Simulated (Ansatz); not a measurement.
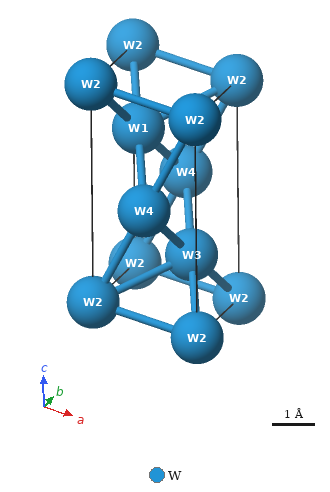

Fig. 1: The input geometry of the first run (ball-and-stick view of the reduced cell, seen slightly off an axis; atoms are numbered from 1 in the order of the input). Near neighbours in the crystal (not all of them lie inside the picture): W has 10 W at 2.75 to 2.90 Å.

## W: a changed input and its effect

System: W (4 atoms in the cell).
Method of the first run: DFT PBE, scalar-relativistic, plane waves, PAW, no spin polarisation (Ansatz 0.2.0).

The structure derives from a Materials Project entry. Text and figures count atoms from 1; the logs count them from 0 in places.

### Input file, the first run
```yaml
crystal:
  lattice:
    - [6.6994691467, -2.967e-07, -0.0012972618]
    - [-3.3497348302, 5.8019101232, -0.0020049847]
    - [-1.6751834593, 1.4497309201, 1.6223081964]
  atoms:
    - { symbol: W, position: [0.25, 0.5, 0.0] }
    - { symbol: W, position: [0.0, 0.0, 0.0] }
    - { symbol: W, position: [0.75, 0.5, 0.0] }
    - { symbol: W, position: [0.5, 0.0, 0.0] }
basis:
  ecutwfc: 420
kpoints:
  mp_grid: { grid: [6, 6, 21] }
hamiltonian:
  xc: pbe
scf:
  occupations: { method: gaussian, width: 0.1 }
output:
  forces: true
  stress: true
  eigenvalues: true
```

Launched with:
```bash
ansatz run input.yaml --threads 8 --pin off --max-ram 20480MiB --backend cpu --events-out ev --progress --plain --runs-dir out
```

Hardware: 8 threads of AMD EPYC (Zen 5), 64 GiB of memory available, shared host.

### Output, shortened to warnings, some set-up lines, iterations and results (the first run)
```
Basis set: ecut = 420 eV, 1229 PW (Γ), exchange–correlation on 90×90×40 points (8 copies of the dense FFT grid, shifted against one another)
Symmetry: 8 space group operations
k-points: 380 of 756
Initial density: superposition of atomic densities (neutral atoms: chi_scale 0, normalization atom), corrected by the library's trained network
[...]
SCF iter   1: F=—  HF=-41538.520779 eV  |F-HF|=—  |Δ(HF+E_count)|=         —  Δρ=4.39e-3  dr2=3.96e-3  ethr=1.77e-3  ⟨swp⟩=4.8  Hψ=50866  notcnv=0
SCF iter   2: F=—  HF=-41538.520672 eV  |F-HF|=—  |Δ(HF+E_count)|=   1.07e-4  Δρ=2.55e-3  dr2=1.37e-3  ethr=7.07e-6  ⟨swp⟩=1.8  Hψ=17636  notcnv=0  defer=1
SCF iter   3: F=—  HF=-41538.520803 eV  |F-HF|=—  |Δ(HF+E_count)|=   1.31e-4  Δρ=1.55e-4  dr2=6.07e-6  ethr=2.45e-6  ⟨swp⟩=2.5  Hψ=18866  notcnv=0  defer=1
SCF iter   4: F=—  HF=-41538.520785 eV  |F-HF|=—  |Δ(HF+E_count)|=   1.78e-5  Δρ=2.73e-5  dr2=2.53e-7  ethr=1.08e-8  ⟨swp⟩=2.3  Hψ=22431  notcnv=0  defer=1
SCF iter   5: F=-41538.520785 eV  HF=-41538.520785 eV  |F-HF|=1.20e-9  |Δ(HF+E_count)|=   3.00e-8  Δρ=6.60e-6  dr2=1.45e-8  ethr=4.52e-10  ⟨swp⟩=1.8  Hψ=15113  notcnv=0  …
SCF iter   6: F=-41538.520785 eV  HF=-41538.520785 eV  |F-HF|=1.46e-11  |Δ(HF+E_count)|=  2.33e-10  Δρ=9.65e-7  dr2=3.30e-10  ethr=2.59e-11  ⟨swp⟩=4.4  Hψ=43184  notcnv=0
SCF 1 converged in 6 iterations: F = -41538.520785 eV  dr2 = 3.30e-10
SCF converged after 6 iterations
Free energy (F): -41538.520785 eV
Harris-Foulkes:  -41538.520785 eV  (|F-HF|=1.46e-11)
Internal energy: -41538.508973 eV  (E = F + TS)
E sigma→0 (E₀):  -41538.514879 eV
Entropy (-TS):   -0.011812 eV (-2.953 meV/atom)
Fermi energy:    22.739126 eV
--- Per-component energies (eV) ---
  E_band       = -316.904259
  E_kinetic    = 1803.771948
  E_local      = -2387.373829  (includes V_loc(G=0)·N_el)
  E_nonlocal   = 2.172210
  E_hartree    = 860.705434
  E_xc         = -1069.024971
  E_vxc        = -956.843278  (∫ρ·V_xc dr)
  E_paw        = -34250.146277  (= ΣΔE_a)
  E_vpaw       = -500.041850  (= ΣTr[D̂ρ^β])
  E_aug_tail   = -0.000241  (compensation charges beyond the density's cutoff)
  E_ewald      = -6498.613247
  E_smearing   = -0.011812  (= −TS)
  E_closure    = 0.000000  (closes the sum)
  Σ components = -41538.520785   (vs F -41538.520785, Δ=0.00e0)
--- Forces (eV/Å), atoms counted from 1 ---
  atom   1  W     -0.00000000     0.00000000     0.00000000
  atom   2  W      0.00000000     0.00000000     0.00000000
  atom   3  W     -0.00000000     0.00000000     0.00000000
  atom   4  W      0.00000000     0.00000000     0.00000000
  max |Σ_I F_I| component: 3.05e-26 eV/Å
--- Stress (GPa, compression-positive) ---
       -6.550356      -0.043417      -0.026315
       -0.043417      37.155721      -0.065773
       -0.026315      -0.065773       0.013294
  P = ⅓ Tr σ = 10.2062 GPa (102.062 kbar)
```

For the second run the input was changed thus:
```diff
-  mp_grid: { grid: [6, 6, 21] }
+  mp_grid: { grid: [6, 6, 21], shift: [0.5, 0.5, 0.5] }
+  mixing: { algorithm: broyden, beta: 0.05, ndim: 16 }
+  convergence: { dr2_threshold: 1.0e-06 }
```

Predict how the results change.

The free energy of the second run is 1.2 meV per atom lower, which comes mainly from the change of mesh; a solver setting shouldn't move a converged energy. The SCF takes 7 iterations against 6. The irreducible k-points go from 380 to 378.

### Output, shortened to warnings, some set-up lines, iterations and results (the second run)
```
Warning: scf.convergence.dr2_threshold = 1e-6 eV is looser than this run's default, which is 1e-7 eV or tighter. The error in the forces grows as the threshold's square root, so leave the key out unless less accurate forces are enough
Warning: output.stress: scf.convergence.dr2_threshold = 1e-6 eV is looser than the 4e-10 eV advised for a printed stress (1e-10 eV for each atom of the cell: 4). What an SCF threshold leaves in a stress goes as its square root, and in the free energy as the threshold itself, and one threshold admits the most on a small cell: of the crystals measured, under no hybrid functional and no lock of the …
Basis set: ecut = 420 eV, 1229 PW (Γ), exchange–correlation on 90×90×40 points (8 copies of the dense FFT grid, shifted against one another)
Symmetry: 8 space group operations
k-points: 378 of 756
Initial density: superposition of atomic densities (neutral atoms: chi_scale 0, normalization atom), corrected by the library's trained network
[...]
SCF iter   1: F=—  HF=-41538.525731 eV  |F-HF|=—  |Δ(HF+E_count)|=         —  Δρ=4.55e-3  dr2=4.57e-3  ethr=1.77e-3  ⟨swp⟩=4.8  Hψ=50546  notcnv=0
SCF iter   2: F=—  HF=-41538.525458 eV  |F-HF|=—  |Δ(HF+E_count)|=   2.72e-4  Δρ=4.37e-3  dr2=4.22e-3  ethr=8.16e-6  ⟨swp⟩=1.6  Hψ=16808  notcnv=0  κ⁻¹=1.0e0(r=1)
SCF iter   3: F=—  HF=-41538.525510 eV  |F-HF|=—  |Δ(HF+E_count)|=   5.11e-5  Δρ=4.65e-4  dr2=5.80e-5  ethr=7.54e-6  ⟨swp⟩=2.4  Hψ=18849  notcnv=0  κ⁻¹=4.2e-4(r=2)
SCF iter   4: F=—  HF=-41538.525497 eV  |F-HF|=—  |Δ(HF+E_count)|=   1.23e-5  Δρ=3.82e-4  dr2=2.95e-5  ethr=1.04e-7  ⟨swp⟩=2.1  Hψ=16020  notcnv=0  κ⁻¹=2.4e-5(r=3)
SCF iter   5: F=—  HF=-41538.525508 eV  |F-HF|=—  |Δ(HF+E_count)|=   1.06e-5  Δρ=1.24e-4  dr2=2.21e-6  ethr=5.27e-8  ⟨swp⟩=2.8  Hψ=22915  notcnv=0  κ⁻¹=2.6e-6(r=4)
SCF iter   6: F=—  HF=-41538.525510 eV  |F-HF|=—  |Δ(HF+E_count)|=   2.32e-6  Δρ=7.37e-5  dr2=1.84e-6  ethr=1.79e-9  ⟨swp⟩=6.7  Hψ=48485  notcnv=0  κ⁻¹=1.3e-6(r=5)
SCF iter   7: F=-41538.525510 eV  HF=-41538.525510 eV  |F-HF|=2.15e-9  |Δ(HF+E_count)|=   1.02e-7  Δρ=9.73e-6  dr2=1.68e-8  ethr=1.79e-9  ⟨swp⟩=3.5  Hψ=50275  notcnv=0
SCF 1 converged in 7 iterations: F = -41538.525510 eV  dr2 = 1.68e-8
SCF converged after 7 iterations
Stability not checked: this state was not tested for a lower state beside it, because the mixer in use, unlike msr1, does not test its closes by its own steps (another_mixer; see scf.mixing.algorithm and scf.lower_state_search)
Free energy (F): -41538.525510 eV
Harris-Foulkes:  -41538.525510 eV  (|F-HF|=2.15e-9)
Internal energy: -41538.514873 eV  (E = F + TS)
E sigma→0 (E₀):  -41538.520191 eV
Entropy (-TS):   -0.010637 eV (-2.659 meV/atom)
Fermi energy:    22.727733 eV
--- Per-component energies (eV) ---
  E_band       = -316.919355
  E_kinetic    = 1803.749472
  E_local      = -2387.357530  (includes V_loc(G=0)·N_el)
  E_nonlocal   = 2.181170
  E_hartree    = 860.690679
  E_xc         = -1069.019963
  E_vxc        = -956.837606  (∫ρ·V_xc dr)
  E_paw        = -34250.145212  (= ΣΔE_a)
  E_vpaw       = -500.040224  (= ΣTr[D̂ρ^β])
  E_aug_tail   = -0.000241  (compensation charges beyond the density's cutoff)
  E_ewald      = -6498.613247
  E_smearing   = -0.010637  (= −TS)
  E_closure    = 0.000000  (closes the sum)
  Σ components = -41538.525510   (vs F -41538.525510, Δ=0.00e0)
--- Forces (eV/Å), atoms counted from 1 ---
  atom   1  W     -0.00000000    -0.00000000     0.00000000
  atom   2  W      0.00000000     0.00000000     0.00000000
  atom   3  W      0.00000000     0.00000000     0.00000000
  atom   4  W      0.00000000     0.00000000     0.00000000
  max |Σ_I F_I| component: 4.26e-26 eV/Å
--- Stress (GPa, compression-positive) ---
       -6.510067      -0.057709       0.043475
       -0.057710      37.239768       0.046321
        0.043476       0.046321      -0.248022
  P = ⅓ Tr σ = 10.1606 GPa (101.606 kbar)
```

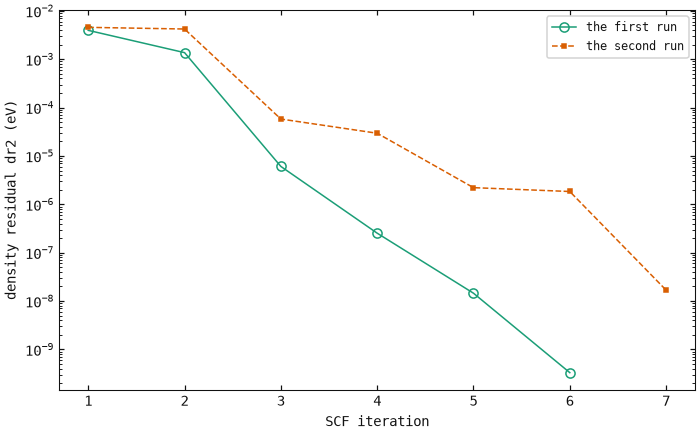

Fig. 2: Convergence of the two runs: density residual dr2 against the SCF iteration. The first run takes 6 iterations in all, and the second run takes 7.

### The two runs side by side

| quantity | the first run | the second run |
| --- | --- | --- |
| outcome | converged | converged |
| free energy per atom (eV) | −10384.6302 | −10384.6314 |
| energy per atom, smearing taken to zero (eV) | −10384.6287 | −10384.6300 |
| gap on the mesh (eV) | 0.00 | 0.00 |
| pressure (GPa) | 10.21 | 10.16 |
| largest force (eV/Å) | 0.000 | 0.000 |
| SCF iterations | 6 | 7 |
| irreducible k-points | 380 | 378 |
| plane waves at Γ | 1229 | 1229 |
| wall time (shared host) | 1.8 s | 2.1 s |

For both runs: Spin–orbit coupling is left out, which matters for W. For the second run: Warnings: the SCF threshold is loose for the printed forces; the SCF threshold is looser than advised for the printed stress.
